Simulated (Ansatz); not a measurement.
# Li₃F: what the fields show

Input file:

```
crystal:
  lattice:
    - [5.1575021068, 0.0, 0.0]
    - [-2.5787510534, 4.4665278446, 0.0]
    - [0.0, 0.0, 2.6495533393]
  atoms:
    - { symbol: Li, position: [0.7040871079, 0.0, 0.5] }
    - { symbol: Li, position: [0.2959128921, 0.2959128921, 0.5] }
    - { symbol: Li, position: [0.0, 0.7040871079, 0.5] }
    - { symbol: F, position: [0.0, 0.0, 0.0] }
basis:
  ecutwfc: 420
kpoints:
  mp_grid: { grid: [12, 12, 18] }
hamiltonian:
  xc: pbe
scf:
  occupations: { method: gaussian, width: 0.1 }
output:
  forces: true
  stress: true
  eigenvalues: true
  write_density: true
  write_potential: true
  elf: true
  volumetric_format: npy
relax:
  adjacent_minimum: "off"
  f_tol: 0.01
  max_steps: 80
  cell: { stress_tol: 0.05 }
```

Command:

```sh
ansatz run input.yaml --threads 1 --pin off --max-ram 2560MiB --backend cpu --events-out ev --progress --plain --runs-dir out
```

Below, planes, directions and counts refer to the conventional cell (a = 5.17 Å, b = 5.17 Å, c = 2.65 Å, α = 90.00°, β = 90.00°, γ = 120.00°).

The fields are those of the relaxed geometry.

Space group P-62m; started from the random prototype, which need not be the ambient phase.

These are results of DFT PBE, scalar-relativistic, plane waves, PAW (Ansatz), not measurements.

In a PAW calculation such maps are meaningful between the atoms, not at the nuclei.

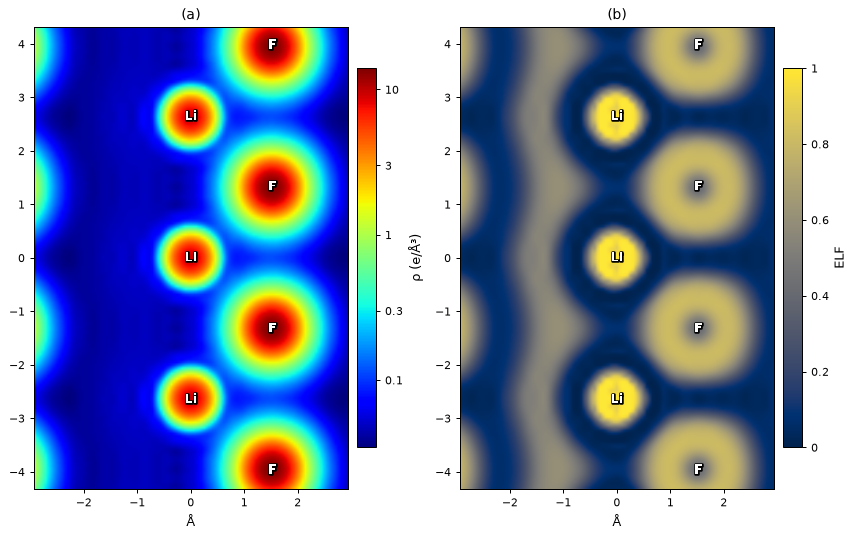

Figure 1. (a) valence charge density (pseudo); (b) ELF on the (100) plane of the conventional cell.

> What do the fields say about this system?

- Atoms in the plane: Li and F.
- Li–F (2.02 Å): the density is about 0.26 e/Å³ at the midpoint; the ELF peaks at about 0.80 in the valence shell of F, 0.6 Å from its nucleus, and is about 0.40 at the midpoint.
- Between the atoms the lowest density in this plane is 0.03 e/Å³.
- The features right at Li lie inside the PAW spheres, where the map follows smoothed inner orbitals and isn't to be read closely.

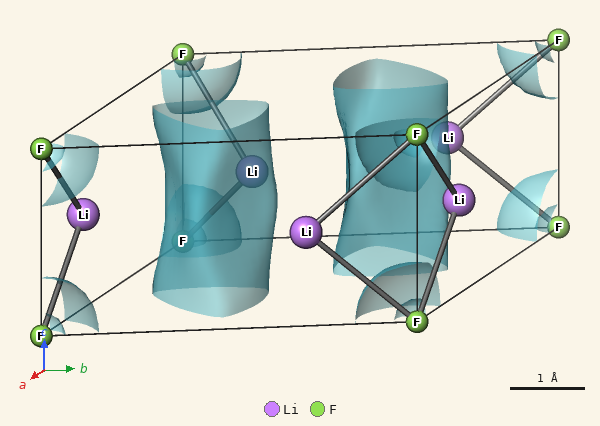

Figure 2. Isosurface of the ELF at 0.7 (cyan), seen slightly off an axis. Core shells and regions of very low density are left out. Sticks mark near contacts.

> Where are the electrons localised?

The surface consists of one region wrapped around F (its valence shell) and channels that run through the cell in one direction, counted in one cell of 4 atoms. Any copies at cell faces, edges or corners count once.

> Does the calculation give a band gap?

It is metallic or semimetallic at this level of theory: no gap opens.
